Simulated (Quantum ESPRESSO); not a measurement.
# ZnS (F-43m): zone-centre phonons

Which modes does ZnS (F-43m) have at the zone centre?

Method: DFT LDA, scalar-relativistic, plane waves, JTH PAW pseudopotentials, in Quantum ESPRESSO 7.5.

The database entry behind the starting cell differs from later determinations by our own check (about 0.1 % short), so it need not match the best structure at ambient conditions.

## (1) Set-up

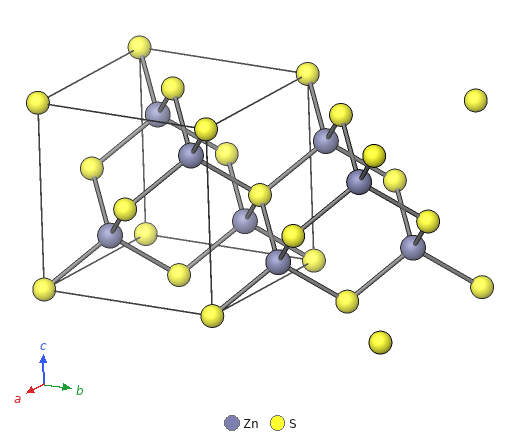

Start, viewed slightly off an axis; zinc blue, sulfur yellow. 1×2×1 cells are drawn. This picture shows the conventional cell, with its axes. Bonds to atoms that aren't drawn are left out. Some periodic images of atoms are drawn too.

Coordinates:

```
CELL_PARAMETERS angstrom
-2.70200 0.00000 2.70200
0.00000 2.70200 2.70200
-2.70200 2.70200 0.00000
ATOMIC_POSITIONS crystal
Zn 0.25000 0.25000 0.25000
S 0.00000 0.00000 0.00000
```

## (2) A probe with smearing

A cheap run with smearing and empty bands tells whether the crystal has a gap, which decides between fixed occupations and smearing later on.

probe.in reads:

```
&control
   calculation = 'scf'
   prefix = 'x'
   outdir = './tmp'
   pseudo_dir = './pseudo'
   tprnfor = .true.
   tstress = .true.
   verbosity = 'high'
/
&system
   ibrav = 2
   celldm(1) = 10.21207998
   nat = 2
   ntyp = 2
   ecutwfc = 60.0
   ecutrho = 480.0
   occupations = 'smearing'
   smearing = 'gaussian'
   degauss = 0.01
/
&electrons
   conv_thr = 1.0d-07
   mixing_beta = 0.7
   electron_maxstep = 100
/
ATOMIC_SPECIES
 Zn     65.3800  Zn.upf
 S      32.0600  S.upf
ATOMIC_POSITIONS crystal
 Zn     0.250000000   0.250000000   0.250000000
 S      0.000000000   0.000000000   0.000000000
K_POINTS automatic
 6 6 6 0 0 0
```

Started as:

```bash
OMP_NUM_THREADS=1 mpirun -n 4 pw.x -nk 4 -in probe.in > probe.out
```

The log of the run:

```text
[banners, grids, parts of the stress and lines that vanish by symmetry left out]
Program PWSCF v.7.5
     file Zn.upf: wavefunction(s)  0S 0P 0P 3D 0D renormalized
     file S.upf: wavefunction(s)  3S 0S 3P 0P renormalized
[...]
kinetic-energy cutoff     =      60.0000  Ry
     charge density cutoff     =     480.0000  Ry
     scf convergence threshold =      1.0E-07
[...]
Exchange-correlation= SLA PW NOGX NOGC
                           (   1   4   0   0   0   0   0)
[...]
24 Sym. Ops. (no inversion) found
[...]
(     0          1          0      )
                  (     0          0          1      )
[...]
(  0.0000000  1.0000000  0.0000000 )
                  (  0.0000000  0.0000000  1.0000000 )
[...]
(     1          0         -1      )
                  (     0          0         -1      )
[...]
(  0.0000000  1.0000000  0.0000000 )
[...]
(    -1          0          1      )
                  (    -1          0          0      )
[...]
(  0.0000000  0.0000000  1.0000000 )
                  (  0.0000000 -1.0000000  0.0000000 )
[...]
number of k points=    16  Gaussian smearing, width (Ry)=  0.0100
[...]
End of self-consistent calculation
[...]
the Fermi energy is     7.2217 ev
!    total energy              =    -302.44043616 Ry
[...]
convergence has been achieved in   8 iterations
[...]
atom    1 type  1   force =     0.00000000   -0.00000000    0.00000000
     atom    2 type  2   force =     0.00000000    0.00000000   -0.00000000
[...]
Total force =     0.000000     Total SCF correction =     0.000000
[...]
total   stress  (Ry/bohr**3)                   (kbar)     P=      -49.75
[...]
XML data file, charge density, pseudopotentials, collected wavefunctions

   JOB DONE.
```

Wall time 3 s (4 MPI ranks of AMD EPYC 9B45 (Zen 5), shared host).

Read from the output:

* volume per atom: 19.73 Å³
* pressure: -4.975 GPa
* gap on the k-mesh: 1.845 eV

A gap of 1.8 eV opens on this mesh, so the crystal is taken as an insulator; the start stands at -5.0 GPa.

## (3) Relaxation

The relaxation runs at a cutoff a fifth above that of the response, since stress converges more slowly with the basis than frequencies do. Forces and stress are brought to rest with tight thresholds.

relax.in reads:

```
&control
   calculation = 'vc-relax'
   prefix = 'x'
   outdir = './tmp'
   pseudo_dir = './pseudo'
   tprnfor = .true.
   tstress = .true.
   forc_conv_thr = 2.0d-05
   etot_conv_thr = 1.0d-07
   nstep = 40
/
&system
   ibrav = 2
   celldm(1) = 10.21207998
   nat = 2
   ntyp = 2
   ecutwfc = 72
   ecutrho = 576.0
   occupations = 'fixed'
   nbnd = 11
/
&electrons
   conv_thr = 1.0d-11
   mixing_beta = 0.7
   electron_maxstep = 100
/
&ions
/
&cell
   press_conv_thr = 0.2
/
ATOMIC_SPECIES
 Zn     65.3800  Zn.upf
 S      32.0600  S.upf
ATOMIC_POSITIONS crystal
 Zn     0.250000000   0.250000000   0.250000000
 S      0.000000000   0.000000000   0.000000000
K_POINTS automatic
 8 8 8 0 0 0
```

Started as:

```bash
OMP_NUM_THREADS=1 mpirun -n 4 pw.x -nk 4 -in relax.in > relax.out
```

The log of the run:

```text
[banners, grids, parts of the stress and lines that vanish by symmetry left out]
[banner, memory and clock lines left out]
Program PWSCF v.7.5

[...]
kinetic-energy cutoff     =      72.0000  Ry
     charge density cutoff     =     576.0000  Ry
     scf convergence threshold =      1.0E-11
[...]
energy convergence thresh.=      1.0E-07
     force convergence thresh. =      2.0E-05
     press convergence thresh. =      2.0E-01
     Exchange-correlation= SLA PW NOGX NOGC
                           (   1   4   0   0   0   0   0)
[...]
24 Sym. Ops. (no inversion) found
[...]
number of k points=    29
[...]
End of self-consistent calculation
[...]
highest occupied, lowest unoccupied level (ev):     6.1952    8.0423
!    total energy              =    -302.44085371 Ry
[...]
convergence has been achieved in  10 iterations
[...]
atom    1 type  1   force =     0.00000000    0.00000000   -0.00000000
     atom    2 type  2   force =     0.00000000    0.00000000    0.00000000
     Total force =     0.000000     Total SCF correction =     0.000000
[...]
total   stress  (Ry/bohr**3)                   (kbar)     P=      -46.67
[...]
number of bfgs steps    =   0
[...]
CELL_PARAMETERS (alat= 10.21207998)
[...]
ATOMIC_POSITIONS (crystal)
Zn               0.2500000000        0.2500000000        0.2500000000
S                0.0000000000        0.0000000000       -0.0000000000
[...]
New effective cutoffs (rho, wfc):  583.11   73.15
[...]
End of self-consistent calculation
[...]
highest occupied, lowest unoccupied level (ev):     6.5269    8.4790
!    total energy              =    -302.44250059 Ry
[...]
convergence has been achieved in  26 iterations
[...]
atom    1 type  1   force =    -0.00000000   -0.00000000    0.00000000
     atom    2 type  2   force =    -0.00000000    0.00000000   -0.00000000
     Total force =     0.000000     Total SCF correction =     0.000000
[...]
total   stress  (Ry/bohr**3)                   (kbar)     P=      -30.07
[...]
number of bfgs steps    =   1
[...]
CELL_PARAMETERS (alat= 10.21207998)
[...]
ATOMIC_POSITIONS (crystal)
Zn               0.2500000000        0.2500000000        0.2500000000
S               -0.0000000000       -0.0000000000        0.0000000000
[...]
New effective cutoffs (rho, wfc):  597.35   74.94
[...]
End of self-consistent calculation
[...]
highest occupied, lowest unoccupied level (ev):     7.0472    9.1608
!    total energy              =    -302.44351607 Ry
[...]
convergence has been achieved in  27 iterations
[...]
atom    1 type  1   force =     0.00000000    0.00000000    0.00000000
     atom    2 type  2   force =     0.00000000   -0.00000000    0.00000000
     Total force =     0.000000     Total SCF correction =     0.000000
[...]
total   stress  (Ry/bohr**3)                   (kbar)     P=       -1.29
[...]
number of bfgs steps    =   2
[...]
CELL_PARAMETERS (alat= 10.21207998)
[...]
ATOMIC_POSITIONS (crystal)
[...]
New effective cutoffs (rho, wfc):  597.98   75.02
[...]
End of self-consistent calculation
[...]
highest occupied, lowest unoccupied level (ev):     7.0705    9.1913
!    total energy              =    -302.44351767 Ry
[...]
convergence has been achieved in  28 iterations
[...]
atom    1 type  1   force =     0.00000000    0.00000000   -0.00000000
     atom    2 type  2   force =     0.00000000    0.00000000    0.00000000
     Total force =     0.000000     Total SCF correction =     0.000000
[...]
total   stress  (Ry/bohr**3)                   (kbar)     P=        0.08
[...]
number of bfgs steps    =   3
[...]
CELL_PARAMETERS (alat= 10.21207998)
[...]
ATOMIC_POSITIONS (crystal)
[...]
New effective cutoffs (rho, wfc):  597.94   75.01
[...]
End of self-consistent calculation
[...]
highest occupied, lowest unoccupied level (ev):     7.0690    9.1894
!    total energy              =    -302.44351768 Ry
[...]
convergence has been achieved in  21 iterations
[...]
atom    1 type  1   force =     0.00000000    0.00000000    0.00000000
     atom    2 type  2   force =     0.00000000    0.00000000   -0.00000000
     Total force =     0.000000     Total SCF correction =     0.000000
[...]
total   stress  (Ry/bohr**3)                   (kbar)     P=       -0.00
[...]
bfgs converged in   5 scf cycles and   4 bfgs steps
[...]
End of BFGS Geometry Optimization
     Final enthalpy           =    -302.4435176824 Ry
     File ./tmp/x.bfgs deleted, as requested
[...]
CELL_PARAMETERS (alat= 10.21207998)
[...]
ATOMIC_POSITIONS (crystal)
Zn               0.2500000000        0.2500000000        0.2500000000
S                0.0000000000       -0.0000000000        0.0000000000
[...]
Final scf calculation at the relaxed structure.
[...]
kinetic-energy cutoff     =      72.0000  Ry
     charge density cutoff     =     576.0000  Ry
     scf convergence threshold =      1.0E-13
[...]
press convergence thresh. =      2.0E-01
     Exchange-correlation= SLA PW NOGX NOGC
                           (   1   4   0   0   0   0   0)
[...]
24 Sym. Ops. (no inversion) found
[...]
number of k points=    29
[...]
c_bands:  1 eigenvalues not converged
     c_bands:  5 eigenvalues not converged
[...]
End of self-consistent calculation
[...]
highest occupied, lowest unoccupied level (ev):     7.0690    9.1894
!    total energy              =    -302.44351473 Ry
[...]
convergence has been achieved in  14 iterations
[...]
atom    1 type  1   force =    -0.00000000   -0.00000000   -0.00000000
     atom    2 type  2   force =    -0.00000000   -0.00000000    0.00000000
     Total force =     0.000000     Total SCF correction =     0.000000
[...]
total   stress  (Ry/bohr**3)                   (kbar)     P=       -0.05
[...]
XML data file, charge density, pseudopotentials, collected wavefunctions
```

The job ended after 36 s (4 MPI ranks).

Relaxation path:

```csv
step,energy less that of the first step (eV),largest force (eV/Å),pressure (GPa),volume (Å³)
1,0.0000,0.0000,-4.67,39.45
2,-0.0224,0.0000,-3.01,38.52
3,-0.0362,0.0000,-0.13,37.15
4,-0.0362,0.0000,0.01,37.09
5,-0.0362,0.0000,0.00,37.10
6,-0.0362,0.0000,-0.01,37.10
```

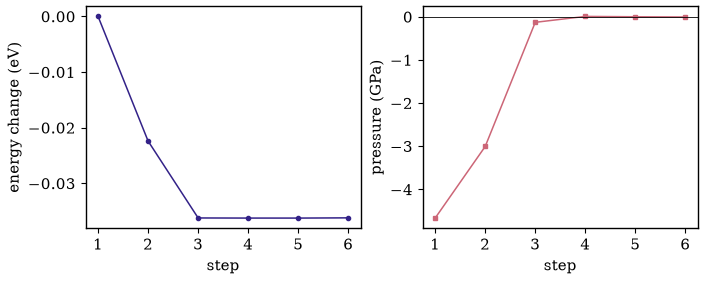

Energy and pressure along the relaxation.

```csv
"conventional cell, symmetrised",before,after,change
a (Å),5.404,5.294,-2.0 %
b (Å),5.404,5.294,-2.0 %
c (Å),5.404,5.294,-2.0 %
volume (Å³/atom),19.73,18.55,-6.0 %
```

The relaxed structure:

```cif
data_structure
_symmetry_space_group_name_H-M 'P 1'
_symmetry_Int_Tables_number 1
_cell_length_a 3.7436
_cell_length_b 3.7436
_cell_length_c 3.7436
_cell_angle_alpha 60.000
_cell_angle_beta 60.000
_cell_angle_gamma 60.000
_cell_volume 37.10
loop_
_atom_site_label
_atom_site_type_symbol
_atom_site_fract_x
_atom_site_fract_y
_atom_site_fract_z
_atom_site_occupancy
Zn1 Zn 0.25000 0.25000 0.25000 1
S2 S 0.00000 0.00000 0.00000 1
```

The last row of the table of steps is pw.x's closing run on a basis chosen anew for the final cell, so its energy can jump.

Read from the output:

| Property | Result |
| --- | --- |
| volume per atom | 18.55 Å³ |
| pressure | -0.005 GPa |
| gap on the k-mesh | 2.120 eV |

The volume changes by -6.0 % from the cell with which this run began.

## (4) Self-consistent run for the response

The response is built on this ground state, so it is converged far tighter than an energy would need. With a gap, occupations are fixed, which also allows the response to an electric field.

scf.in reads:

```
&control
   calculation = 'scf'
   prefix = 'x'
   outdir = './tmp'
   pseudo_dir = './pseudo'
   tprnfor = .true.
   tstress = .true.
/
&system
   ibrav = 2
   celldm(1) = 10.0045985
   nat = 2
   ntyp = 2
   ecutwfc = 60.0
   ecutrho = 480.0
   occupations = 'fixed'
   nbnd = 11
/
&electrons
   conv_thr = 1.0d-12
   mixing_beta = 0.7
   electron_maxstep = 100
/
ATOMIC_SPECIES
 Zn     65.3800  Zn.upf
 S      32.0600  S.upf
ATOMIC_POSITIONS crystal
 Zn     0.250000000   0.250000000   0.250000000
 S      0.000000000   0.000000000   0.000000000
K_POINTS automatic
 8 8 8 0 0 0
```

Started as:

```bash
OMP_NUM_THREADS=1 mpirun -n 4 pw.x -nk 4 -in scf.in > scf.out
```

The log of the run:

```text
[banners, grids, parts of the stress and lines that vanish by symmetry left out]
[banner, memory and clock lines left out]
Program PWSCF v.7.5

[...]
kinetic-energy cutoff     =      60.0000  Ry
     charge density cutoff     =     480.0000  Ry
     scf convergence threshold =      1.0E-12
[...]
Exchange-correlation= SLA PW NOGX NOGC
                           (   1   4   0   0   0   0   0)
[...]
24 Sym. Ops. (no inversion) found
[...]
number of k points=    29
[...]
End of self-consistent calculation
[...]
highest occupied, lowest unoccupied level (ev):     7.0692    9.1894
!    total energy              =    -302.44335216 Ry
[...]
convergence has been achieved in  12 iterations
[...]
atom    1 type  1   force =     0.00000000   -0.00000000    0.00000000
     atom    2 type  2   force =     0.00000000    0.00000000   -0.00000000
     Total force =     0.000000     Total SCF correction =     0.000000
[...]
total   stress  (Ry/bohr**3)                   (kbar)     P=       -0.51
[...]
XML data file, charge density, pseudopotentials, collected wavefunctions
```

Elapsed: 4.1 s, on 4 MPI ranks; 16 s of CPU time.

Numbers from this step:

```
pressure : -0.05100 GPa
```

The cell stands at -0.051 GPa, close enough for phonons.

[end of part 1 of 4]

[Host names and launcher messages were left out of these logs when they were recorded.]

[Logs are printed without paths, hosts, clocks, repeated set-up lines and the standing remarks that a program may print on its own settings, such as how far it seeks lower states.]

[Hosts, paths, dates, database ids (printed as entryN), source tags and the programs' standing remarks are cut or masked in the printed files.]
